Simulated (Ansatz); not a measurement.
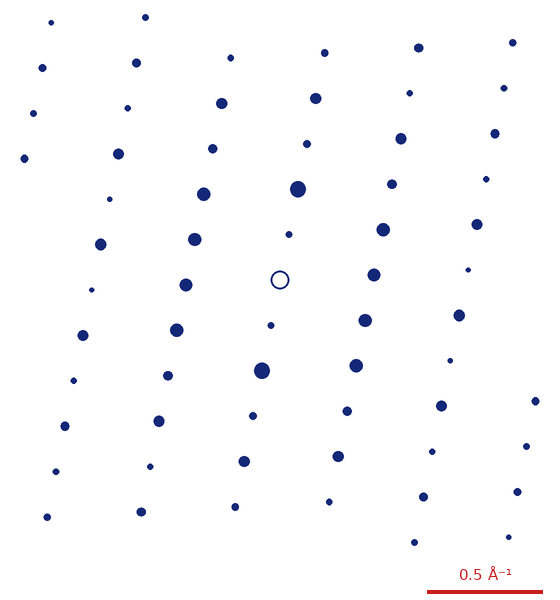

Computed electron diffraction pattern, 200 kV, single scattering only, B = 0.3 Å².

It belongs to W, space group Fmmm (No. 69), a = 3.044 Å, b = 4.389 Å, c = 9.875 Å. Structure: the geometry relaxed with DFT PBEsol, scalar-relativistic, plane waves, PAW (Ansatz); the starting structure was generated, so it need not be a known form of this composition.

Measure the pattern against the scale bar and name the zone.

The spots form a centred rectangular net whose two shortest vectors correspond to d = 4.94 Å and 2.42 Å, 75.8° apart. They index as 0 0 2 and 1 -1 1, so the zone axis is [110] (or an equivalent direction of <110>).
